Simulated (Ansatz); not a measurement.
## Geometry relaxation of AlGa2N2 (part 1 of 2)

The run: geometry relaxation of AlGa2N2 (R-3m, 5 atoms in the cell). Method and program: DFT PBE, scalar-relativistic, plane waves, PAW, no spin polarisation (Ansatz 0.2.0).

The structure was made by a generator, so it may or may not be a known phase.

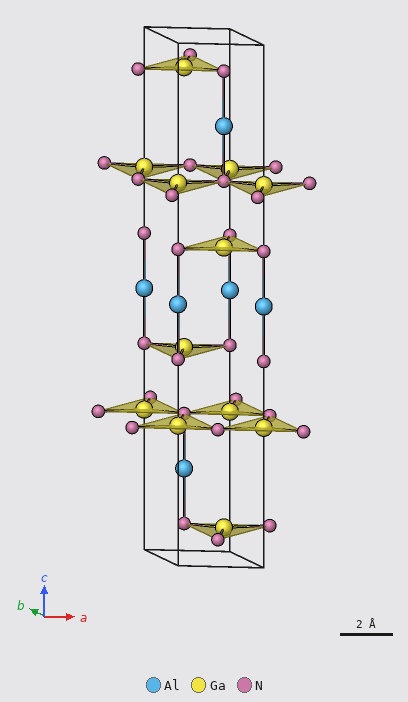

*The starting structure (polyhedral view of the cell 3 times as large as that of the calculation, set on its symmetry axes, seen slightly off an axis; polyhedra are completed across the faces of the cell). An atom can appear more than once, as a periodic image.*

## The input
```yaml
crystal:
  lattice:
    - [1.6627466012, 0.9599871978, 6.8537650353]
    - [-1.6627466012, 0.9599871978, 6.8537650353]
    - [0.0, -1.9199743956, 6.8537650353]
  atoms:
    - { symbol: Al, position: [0.5, 0.5, 0.5] }
    - { symbol: Ga, position: [0.267684746, 0.267684746, 0.267684746] }
    - { symbol: Ga, position: [0.732315254, 0.732315254, 0.732315254] }
    - { symbol: "N", position: [0.3947223342, 0.3947223342, 0.3947223342] }
    - { symbol: "N", position: [0.6052776658, 0.6052776658, 0.6052776658] }
basis:
  ecutwfc: 420
kpoints:
  mp_grid: { grid: [12, 12, 12] }
hamiltonian:
  xc: pbe
scf:
  occupations: { method: gaussian, width: 0.1 }
output:
  forces: true
  stress: true
  eigenvalues: true
  write_density: true
  write_potential: true
  elf: true
  volumetric_format: npy
relax:
  adjacent_minimum: "off"
  f_tol: 0.01
  max_steps: 80
  cell: { stress_tol: 0.05 }
```

Run as:
```bash
ansatz run input.yaml --threads 1 --pin off --max-ram 2560MiB --backend cpu --events-out ev --progress --plain --runs-dir out
```

## What the program printed
```
basis.fft_grid_basis auto: the FFT boxes are laid along the combinations [[1, -1, 0], [0, 1, 0], [0, -1, 1]] of the cell's own vectors, 3.325, 7.118 and 3.325 Å long. The dense box has 24×48×24 points. Along the cell's own vectors, as sized, it would have 48×48×48, 4.00 times as many. Of the 12 symmetry operations that the crystal satisfies within crystal.symmetry.tolerance (time reversal apart; of a slab, those that keep its plane) the dense box along the cell's own vectors carries 12, and the one as laid loses 8 of those. basis.fft_grid_basis: typed keeps the cell's own vectors: state it where this run's energies or levels are differenced outside the engine with another run's, or held beside a run that keeps those vectors. Those combinations have planes normal to reciprocal vector 3, as the cell's own vectors have. Each planar average written beside output.write_density, output.write_potential has a row for each plane of the box: 24. The volumetric files lie along those combinations, not along the cell's own vectors: a cube or XSF file states them, and fields.json those of NumPy files.
Engine: ansatz 0.2.0, x86_64-unknown-linux-gnu
Pseudopotentials: kind: paw
Pseudopotential: Al, paw, valence charge 3, recommended cutoff 420 eV (normal), Al.paw.azcp
Pseudopotential: Ga, paw, valence charge 13, recommended cutoff 420 eV (normal), Ga.paw.azcp
Pseudopotential: N, paw, valence charge 5, recommended cutoff 420 eV (normal), N.paw.azcp
Functional definition: PBE
  parameter kappa = 0.804
  parameter beta = 0.06672455060314922
  exchange = pbe_x(kappa = kappa, mu = beta*pi^2/3)
  correlation = pbe_c(beta = beta)
Crystal: 5 atoms, lattice volume = 65.641 Å³
Basis set: ecut = 420 eV, 1289 PW (Γ), FFT grids on a1−a2, a2, −a2+a3, exchange–correlation on 48×96×48 points (8 copies of the dense FFT grid, shifted against one another)
Bands: 25, of which v1, the nominal top of the filled ones, is band 20 counted from 1 (19 counted from 0)
Symmetry: 12 space group operations
Space group: R-3m (ITA 166), of the structure as read, at distance tolerance 4.0e-5 Å
k-points: 189 of 1728
Non-local potential: Al, projectors of the file, l = 0: 2, l = 1: 2, l = 2: 1
Non-local potential: Ga, projectors of the file, l = 0: 2, l = 1: 2, l = 2: 3, l = 3: 1
Non-local potential: N, projectors of the file, l = 0: 2, l = 1: 2, l = 2: 1
PAW form: soft (Blöchl's): semilocal exchange-correlation on the pseudo side does not see the compensation charge
PAW one-centre angular grid: Al, 110 points (default); XC on 64 Gauss nodes
PAW one-centre angular grid: Ga, 590 points (default); XC on 64 Gauss nodes
PAW one-centre angular grid: N, 110 points (default); XC on 64 Gauss nodes
Initial density: superposition of atomic densities (neutral atoms: chi_scale 0, normalization atom), corrected by the library's trained network
Initial wavefunctions: pseudopotential atomic-orbital guess
Functional: x = pbe(κ = 0.804, μ = 0.2195149727645171), c = pbe(β = 0.06672455060314922)
SCF iter   1: F=—  HF=-8871.454463 eV  |F-HF|=—  |Δ(HF+E_count)|=         —  Δρ=7.92e-3  dr2=7.32e-2  ethr=1.77e-3  ⟨swp⟩=5.5  Hψ=20178  notcnv=0
preconditioner: auto → Kerker (q_TF=auto, 2.502 Å⁻¹)  [metal: Δε(μ)=0.026 eV  Ē_g=15.211 eV  σ=0.100 eV  W_gap=0.14  n_scr=22 (ndim 8)  ℏωp=28.6 eV  f_vac=0.003  D(μ)=0.70/eV (n_scr^D=2)]
SCF iter   2: F=—  HF=-8871.444429 eV  |F-HF|=—  |Δ(HF+E_count)|=   1.00e-2  Δρ=3.29e-3  dr2=2.07e-2  ethr=1.88e-4  ⟨swp⟩=1.0  Hψ=6237  notcnv=0
SCF iter   3: F=—  HF=-8871.441321 eV  |F-HF|=—  |Δ(HF+E_count)|=   3.11e-3  Δρ=1.41e-3  dr2=7.34e-3  ethr=5.31e-5  ⟨swp⟩=1.1  Hψ=4536  notcnv=0  defer=2
SCF iter   4: F=—  HF=-8871.439711 eV  |F-HF|=—  |Δ(HF+E_count)|=   1.61e-3  Δρ=7.31e-4  dr2=6.01e-4  ethr=1.88e-5  ⟨swp⟩=2.8  Hψ=7388  notcnv=0  defer=2
SCF iter   5: F=—  HF=-8871.439569 eV  |F-HF|=—  |Δ(HF+E_count)|=   1.42e-4  Δρ=3.40e-4  dr2=1.14e-4  ethr=1.54e-6  ⟨swp⟩=2.1  Hψ=8232  notcnv=0  defer=2
SCF iter   6: F=—  HF=-8871.439535 eV  |F-HF|=—  |Δ(HF+E_count)|=   3.40e-5  Δρ=1.16e-4  dr2=1.54e-5  ethr=2.93e-7  ⟨swp⟩=2.0  Hψ=8064  notcnv=0  defer=2
SCF iter   7: F=—  HF=-8871.439644 eV  |F-HF|=—  |Δ(HF+E_count)|=   1.09e-4  Δρ=2.88e-5  dr2=8.05e-7  ethr=3.94e-8  ⟨swp⟩=2.0  Hψ=5939  notcnv=0  defer=18
SCF iter   8: F=-8871.439645 eV  HF=-8871.439645 eV  |F-HF|=8.90e-8  |Δ(HF+E_count)|=   6.67e-7  Δρ=9.83e-6  dr2=6.74e-8  ethr=2.56e-10  ⟨swp⟩=10.0  Hψ=35511  notcnv=0
SCF 1 converged in 8 iterations: F = -8871.439645 eV  dr2 = 6.74e-8
  greatest PAW one-centre occupation: 0.995 electrons in one spin orbital (limit 2), on the Ga atom at site 2 (counted from 0), in its partial waves of l = 2
relax step   1: F+E_penalty+E_count = -8871.43964463 eV  Δ(F+E_penalty+E_count) = +0.000e0 eV  max|allowed force component| = 3.547e-2 eV/Å  Δτ_max = 0.0000 Å  P = +0.188 GPa  Ω = 65.641 Å³  (8 SCF iters, dr2 threshold 1.00e-7 eV, accepted)
Crystal: 5 atoms, lattice volume = 65.843 Å³
Initial density: handed on by an earlier stage of this run
Initial wavefunctions: those handed on with the density
iter 1 solved again at ethr=2.79e-7 eV; its pass at ethr=3.10e-3 eV (dr2=1.09e-4 eV) is discarded
SCF iter   1: F=—  HF=-8871.439845 eV  |F-HF|=—  |Δ(HF+E_count)|=         —  Δρ=5.22e-4  dr2=1.12e-4  ethr=2.79e-7  ⟨swp⟩=2.0  Hψ=23204  notcnv=0
preconditioner: auto → Kerker (q_TF=auto, 2.500 Å⁻¹)  [metal: Δε(μ)=0.024 eV  Ē_g=15.241 eV  σ=0.100 eV  W_gap=0.13  n_scr=22 (ndim 8)  ℏωp=28.6 eV  f_vac=0.005  D(μ)=0.86/eV (n_scr^D=2)]
SCF iter   2: F=—  HF=-8871.439933 eV  |F-HF|=—  |Δ(HF+E_count)|=   8.78e-5  Δρ=2.78e-4  dr2=4.27e-5  ethr=2.79e-7  ⟨swp⟩=1.8  Hψ=5176  notcnv=0
SCF iter   3: F=—  HF=-8871.439931 eV  |F-HF|=—  |Δ(HF+E_count)|=   2.79e-6  Δρ=9.46e-5  dr2=1.11e-5  ethr=1.10e-7  ⟨swp⟩=1.1  Hψ=4739  notcnv=0
SCF iter   4: F=—  HF=-8871.439930 eV  |F-HF|=—  |Δ(HF+E_count)|=   9.00e-7  Δρ=3.56e-5  dr2=3.01e-6  ethr=2.85e-8  ⟨swp⟩=2.7  Hψ=7934  notcnv=0
SCF iter   5: F=-8871.439929 eV  HF=-8871.439930 eV  |F-HF|=5.13e-7  |Δ(HF+E_count)|=   1.30e-7  Δρ=1.85e-5  dr2=3.59e-7  ethr=1.27e-9  ⟨swp⟩=6.2  Hψ=32003  notcnv=0
SCF 2 converged in 5 iterations: F = -8871.439929 eV  dr2 = 3.59e-7
relax step   2: F+E_penalty+E_count = -8871.43992925 eV  Δ(F+E_penalty+E_count) = -2.846e-4 eV  max|allowed force component| = 1.907e-2 eV/Å  Δτ_max = 0.0060 Å  P = -0.007 GPa  Ω = 65.843 Å³  energy of the carried Pulay correction = -4.341e-4 eV  (5 SCF iters, dr2 threshold 4.97e-7 eV, accepted)
Crystal: 5 atoms, lattice volume = 66.043 Å³
Basis set: ecut = 420 eV, 1313 PW (Γ), FFT grids on a1−a2, a2, −a2+a3, exchange–correlation on 48×96×48 points (8 copies of the dense FFT grid, shifted against one another)
iter 1 solved again at ethr=8.29e-7 eV; its pass at ethr=3.10e-3 eV (dr2=3.23e-4 eV) is discarded
SCF iter   1: F=—  HF=-8871.440026 eV  |F-HF|=—  |Δ(HF+E_count)|=         —  Δρ=1.11e-3  dr2=3.30e-4  ethr=8.29e-7  ⟨swp⟩=2.0  Hψ=23617  notcnv=0
preconditioner: auto → Kerker (q_TF=auto, 2.499 Å⁻¹)  [metal: Δε(μ)=0.025 eV  Ē_g=15.232 eV  σ=0.100 eV  W_gap=0.14  n_scr=22 (ndim 8)  ℏωp=28.5 eV  f_vac=0.005  D(μ)=0.87/eV (n_scr^D=2)]
SCF iter   2: F=—  HF=-8871.439994 eV  |F-HF|=—  |Δ(HF+E_count)|=   3.14e-5  Δρ=5.95e-4  dr2=1.12e-4  ethr=8.29e-7  ⟨swp⟩=1.0  Hψ=4725  notcnv=0
SCF iter   3: F=—  HF=-8871.440079 eV  |F-HF|=—  |Δ(HF+E_count)|=   8.53e-5  Δρ=1.05e-4  dr2=8.82e-6  ethr=2.88e-7  ⟨swp⟩=2.1  Hψ=7921  notcnv=0
SCF iter   4: F=—  HF=-8871.440079 eV  |F-HF|=—  |Δ(HF+E_count)|=   5.62e-7  Δρ=5.95e-5  dr2=3.49e-6  ethr=2.26e-8  ⟨swp⟩=2.0  Hψ=8096  notcnv=0
SCF iter   5: F=—  HF=-8871.440079 eV  |F-HF|=—  |Δ(HF+E_count)|=   2.78e-7  Δρ=2.88e-5  dr2=1.20e-6  ethr=8.94e-9  ⟨swp⟩=2.7  Hψ=8414  notcnv=0
SCF iter   6: F=—  HF=-8871.440080 eV  |F-HF|=—  |Δ(HF+E_count)|=   3.32e-7  Δρ=1.19e-5  dr2=2.46e-7  ethr=3.08e-9  ⟨swp⟩=2.0  Hψ=6123  notcnv=0
SCF iter   7: F=-8871.440080 eV  HF=-8871.440080 eV  |F-HF|=1.40e-8  |Δ(HF+E_count)|=   1.54e-8  Δρ=3.45e-6  dr2=2.43e-8  ethr=4.02e-10  ⟨swp⟩=7.9  Hψ=27867  notcnv=0
SCF 3 converged in 7 iterations: F = -8871.440080 eV  dr2 = 2.43e-8
relax step   3: F+E_penalty+E_count = -8871.44007952 eV  Δ(F+E_penalty+E_count) = -1.503e-4 eV  max|allowed force component| = 9.396e-3 eV/Å  Δτ_max = 0.0105 Å  P = +0.022 GPa  Ω = 66.043 Å³  energy of the carried Pulay correction = -8.613e-4 eV  (7 SCF iters, dr2 threshold 1.57e-7 eV, accepted)
Crystal: 5 atoms, lattice volume = 66.095 Å³
iter 1 solved again at ethr=2.16e-7 eV; its pass at ethr=3.10e-3 eV (dr2=8.44e-5 eV) is discarded
SCF iter   1: F=—  HF=-8871.439954 eV  |F-HF|=—  |Δ(HF+E_count)|=         —  Δρ=5.55e-4  dr2=8.42e-5  ethr=2.16e-7  ⟨swp⟩=2.2  Hψ=22605  notcnv=0
preconditioner: auto → Kerker (q_TF=auto, 2.499 Å⁻¹)  [metal: Δε(μ)=0.007 eV  Ē_g=15.229 eV  σ=0.100 eV  W_gap=0.04  n_scr=22 (ndim 8)  ℏωp=28.5 eV  f_vac=0.005  D(μ)=0.87/eV (n_scr^D=2)]
SCF iter   2: F=—  HF=-8871.440019 eV  |F-HF|=—  |Δ(HF+E_count)|=   6.52e-5  Δρ=2.77e-4  dr2=2.21e-5  ethr=2.16e-7  ⟨swp⟩=2.0  Hψ=7452  notcnv=0
SCF iter   3: F=—  HF=-8871.440016 eV  |F-HF|=—  |Δ(HF+E_count)|=   3.34e-6  Δρ=3.14e-5  dr2=8.57e-7  ethr=5.67e-8  ⟨swp⟩=2.6  Hψ=8844  notcnv=0
SCF iter   4: F=—  HF=-8871.440016 eV  |F-HF|=—  |Δ(HF+E_count)|=   2.21e-7  Δρ=1.60e-5  dr2=1.39e-7  ethr=2.20e-9  ⟨swp⟩=2.4  Hψ=8012  notcnv=0
SCF iter   5: F=-8871.440016 eV  HF=-8871.440016 eV  |F-HF|=5.60e-9  |Δ(HF+E_count)|=   3.12e-8  Δρ=4.79e-6  dr2=1.59e-8  ethr=7.48e-11  ⟨swp⟩=8.0  Hψ=29000  notcnv=0
SCF 4 converged in 5 iterations: F = -8871.440016 eV  dr2 = 1.59e-8
relax step   4: F+E_penalty+E_count = -8871.44001583 eV  Δ(F+E_penalty+E_count) = +6.370e-5 eV  max|allowed force component| = 6.233e-3 eV/Å  Δτ_max = 0.0032 Å  P = -0.006 GPa  Ω = 66.095 Å³  energy of the carried Pulay correction = -9.713e-4 eV  (5 SCF iters, dr2 threshold 2.92e-8 eV, accepted)
Initial wavefunctions: pseudopotential atomic-orbital guess (no wavefunctions were taken with the density)
iter 1 solved again at ethr=5.28e-8 eV; its pass at ethr=3.10e-3 eV (dr2=2.06e-5 eV) is discarded
SCF iter   1: F=—  HF=-8871.440614 eV  |F-HF|=—  |Δ(HF+E_count)|=         —  Δρ=2.67e-4  dr2=1.17e-6  ethr=5.28e-8  ⟨swp⟩=3.2  Hψ=33124  notcnv=0
preconditioner: auto → Kerker (q_TF=auto, 2.499 Å⁻¹)  [metal: Δε(μ)=0.006 eV  Ē_g=15.229 eV  σ=0.100 eV  W_gap=0.03  n_scr=22 (ndim 8)  ℏωp=28.5 eV  f_vac=0.005  D(μ)=0.87/eV (n_scr^D=2)]
SCF iter   2: F=—  HF=-8871.440986 eV  |F-HF|=—  |Δ(HF+E_count)|=   3.72e-4  Δρ=1.36e-4  dr2=3.19e-7  ethr=3.00e-9  ⟨swp⟩=2.4  Hψ=8450  notcnv=0
SCF iter   3: F=—  HF=-8871.441084 eV  |F-HF|=—  |Δ(HF+E_count)|=   9.83e-5  Δρ=2.15e-5  dr2=1.43e-8  ethr=8.19e-10  ⟨swp⟩=2.0  Hψ=7640  notcnv=0
SCF iter   4: F=—  HF=-8871.441086 eV  |F-HF|=—  |Δ(HF+E_count)|=   2.43e-6  Δρ=1.94e-6  dr2=3.47e-9  ethr=3.67e-11  ⟨swp⟩=2.0  Hψ=8416  notcnv=0
SCF iter   5: F=—  HF=-8871.441086 eV  |F-HF|=—  |Δ(HF+E_count)|=  4.02e-10  Δρ=9.35e-7  dr2=1.40e-9  ethr=8.89e-12  ⟨swp⟩=2.5  Hψ=8100  notcnv=0
SCF iter   6: F=—  HF=-8871.441086 eV  |F-HF|=—  |Δ(HF+E_count)|=   1.33e-9  Δρ=3.73e-7  dr2=2.46e-10  ethr=3.60e-12  ⟨swp⟩=2.1  Hψ=6557  notcnv=0
SCF iter   7: F=-8871.441086 eV  HF=-8871.441086 eV  |F-HF|=7.28e-12  |Δ(HF+E_count)|=  2.42e-10  Δρ=9.73e-8  dr2=1.49e-11  ethr=1.00e-12  ⟨swp⟩=5.9  Hψ=20755  notcnv=0
SCF 5 converged in 7 iterations: F = -8871.441086 eV  dr2 = 1.49e-11
relax step   5: F+E_penalty+E_count = -8871.44108625 eV  Δ(F+E_penalty+E_count) = -1.070e-3 eV  max|allowed force component| = 6.370e-3 eV/Å  Δτ_max = 0.0000 Å  P = +0.015 GPa  Ω = 66.095 Å³  stress off target by 1.12e-1 GPa  SCF on the basis re-selected at this cell (its energy is not comparable with the rows above)  (7 SCF iters)
basis re-selected at this cell: Δ(F+E_penalty+E_count) = -1.070e-3 eV, ΔP = +0.021 GPa vs the last step (what re-selecting the basis moved, of the pressure what is left beyond the Pulay correction that the steps carried, after the strain that the cell walked since its last selection, with what the two solves' SCF thresholds leave and, on support functions, any second-order correction that the steps lacked; it is no measure of the basis error at this ecutwfc). This SCF's stress stands 1.12e-1 GPa from its target on what of the cell is left free (relax.cell.stress_tol is 5.00e-2 GPa) and its largest allowed force component is 6.37e-3 eV/Å (relax.f_tol is 1.00e-2 eV/Å): not within both, so this SCF does not close the relaxation
Crystal: 5 atoms, lattice volume = 66.139 Å³
iter 1 solved again at ethr=5.00e-8 eV; its pass at ethr=3.10e-3 eV (dr2=1.95e-5 eV) is discarded
SCF iter   1: F=—  HF=-8871.440949 eV  |F-HF|=—  |Δ(HF+E_count)|=         —  Δρ=3.05e-4  dr2=2.04e-5  ethr=5.00e-8  ⟨swp⟩=2.0  Hψ=22961  notcnv=0
preconditioner: auto → Kerker (q_TF=auto, 2.498 Å⁻¹)  [metal: Δε(μ)=0.008 eV  Ē_g=15.227 eV  σ=0.100 eV  W_gap=0.05  n_scr=22 (ndim 8)  ℏωp=28.5 eV  f_vac=0.005  D(μ)=0.87/eV (n_scr^D=2)]
SCF iter   2: F=—  HF=-8871.441021 eV  |F-HF|=—  |Δ(HF+E_count)|=   7.20e-5  Δρ=1.57e-4  dr2=5.84e-6  ethr=5.00e-8  ⟨swp⟩=2.0  Hψ=7598  notcnv=0
SCF iter   3: F=—  HF=-8871.441021 eV  |F-HF|=—  |Δ(HF+E_count)|=   4.21e-7  Δρ=1.85e-5  dr2=2.42e-7  ethr=1.50e-8  ⟨swp⟩=2.5  Hψ=8344  notcnv=0
SCF iter   4: F=—  HF=-8871.441021 eV  |F-HF|=—  |Δ(HF+E_count)|=   7.25e-8  Δρ=1.10e-5  dr2=7.18e-8  ethr=8.07e-11  ⟨swp⟩=8.7  Hψ=32939  notcnv=0
SCF iter   5: F=-8871.441021 eV  HF=-8871.441021 eV  |F-HF|=3.56e-9  |Δ(HF+E_count)|=   2.53e-8  Δρ=3.19e-6  dr2=1.41e-8  ethr=8.07e-11  ⟨swp⟩=8.0  Hψ=29501  notcnv=0
SCF 6 converged in 5 iterations: F = -8871.441021 eV  dr2 = 1.41e-8
relax step   6: F+E_penalty+E_count = -8871.44102086 eV  Δ(F+E_penalty+E_count) = +6.538e-5 eV  max|allowed force component| = 5.668e-3 eV/Å  Δτ_max = 0.0016 Å  P = +0.024 GPa  Ω = 66.139 Å³  energy of the carried Pulay correction = -1.040e-4 eV  (5 SCF iters, dr2 threshold 3.15e-8 eV, accepted)
Crystal: 5 atoms, lattice volume = 66.207 Å³
Basis set: ecut = 420 eV, 1325 PW (Γ), FFT grids on a1−a2, a2, −a2+a3, exchange–correlation on 48×96×48 points (8 copies of the dense FFT grid, shifted against one another)
iter 1 solved again at ethr=2.36e-7 eV; its pass at ethr=3.10e-3 eV (dr2=9.19e-5 eV) is discarded
SCF iter   1: F=—  HF=-8871.440835 eV  |F-HF|=—  |Δ(HF+E_count)|=         —  Δρ=3.98e-4  dr2=1.08e-4  ethr=2.36e-7  ⟨swp⟩=2.3  Hψ=22411  notcnv=0
preconditioner: auto → Kerker (q_TF=auto, 2.498 Å⁻¹)  [metal: Δε(μ)=0.009 eV  Ē_g=15.223 eV  σ=0.100 eV  W_gap=0.05  n_scr=22 (ndim 8)  ℏωp=28.5 eV  f_vac=0.005  D(μ)=0.86/eV (n_scr^D=2)]
SCF iter   2: F=—  HF=-8871.440818 eV  |F-HF|=—  |Δ(HF+E_count)|=   1.75e-5  Δρ=2.09e-4  dr2=4.31e-5  ethr=2.36e-7  ⟨swp⟩=1.0  Hψ=4725  notcnv=0
SCF iter   3: F=—  HF=-8871.440883 eV  |F-HF|=—  |Δ(HF+E_count)|=   6.51e-5  Δρ=4.16e-5  dr2=3.31e-6  ethr=1.11e-7  ⟨swp⟩=3.0  Hψ=8933  notcnv=0
SCF iter   4: F=—  HF=-8871.440882 eV  |F-HF|=—  |Δ(HF+E_count)|=   6.44e-7  Δρ=2.29e-5  dr2=1.03e-6  ethr=8.48e-9  ⟨swp⟩=2.0  Hψ=5800  notcnv=0
SCF iter   5: F=—  HF=-8871.440882 eV  |F-HF|=—  |Δ(HF+E_count)|=   1.79e-7  Δρ=7.74e-6  dr2=1.13e-7  ethr=2.64e-9  ⟨swp⟩=2.0  Hψ=5226  notcnv=0
SCF iter   6: F=-8871.440882 eV  HF=-8871.440882 eV  |F-HF|=1.20e-9  |Δ(HF+E_count)|=  8.33e-10  Δρ=2.46e-6  dr2=8.63e-9  ethr=2.56e-11  ⟨swp⟩=5.9  Hψ=27078  notcnv=0
SCF 7 converged in 6 iterations: F = -8871.440882 eV  dr2 = 8.63e-9
relax step   7: F+E_penalty+E_count = -8871.44088218 eV  Δ(F+E_penalty+E_count) = +1.387e-4 eV  max|allowed force component| = 2.359e-3 eV/Å  Δτ_max = 0.0020 Å  P = -0.080 GPa  Ω = 66.207 Å³  energy of the carried Pulay correction = -2.584e-4 eV  (6 SCF iters, dr2 threshold 9.99e-9 eV, accepted)
Crystal: 5 atoms, lattice volume = 66.166 Å³
iter 1 solved again at ethr=1.69e-8 eV; its pass at ethr=3.10e-3 eV (dr2=6.57e-6 eV) is discarded
```
